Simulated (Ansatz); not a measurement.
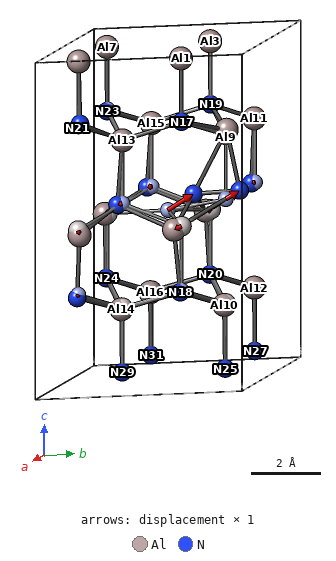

This is a relaxation of a defect cell of composition Al16N17. The starting structure is drawn faded, the final one solid; red arrows show the displacements, at their true length.

The picture is a ball-and-stick view of the cell of the calculation (origin shifted), seen slightly off an axis.

Case: N interstitial, charge +0, atoms relaxed.

Theory: Ansatz 0.2.0, DFT PBE, scalar-relativistic, plane waves, PAW. (plane-wave cutoff 420 eV; k-point mesh 2 × 2 × 2; occupations gaussian; smearing width 0.02 eV; collinear spin; atoms relaxed in a fixed cell; force threshold 0.02 eV/Å; at most 60 steps)

### Atoms of which element are displaced furthest, and by how much?

Nitrogen: up to 0.92 Å, against 0.24 Å for aluminium.

### What did the optimiser do to the structure, and how much energy did it gain?

The atom that moves furthest is an N atom (0.92 Å along [1 3 1]). By element the largest moves are N 0.92 Å, Al 0.24 Å. The cell stays as it was. Among the contacts that change: Al–N 1.891 → 2.822 Å, Al–N 2.886 → 2.187 Å, N–N 1.802 → 2.456 Å, Al–N 1.902 → 2.525 Å. Bonds break: Al–N (1.89 → 2.82 Å). Among the angles between lasting bonds that change: Al–N–N 66.2° → 103.2°, N–Al–N 154.8° → 119.8°, N–Al–N 155.2° → 123.3°. After 21 accepted moves (23 points after the start) the energy has fallen by 4.096 eV per cell of the calculation. The largest force component goes from 6.2 to 0.011 eV/Å. The line search rejected the trial steps at points 20, 22 of the run. The forces were under the threshold at step 10, but the run went on from there. The program noted that the starting moments weren't kept.

Limits of the set-up: the k-point mesh is coarse for a cell with partly filled bands; the periodic images lie only 6.3 Å apart, so the values are limited by the cell's size.
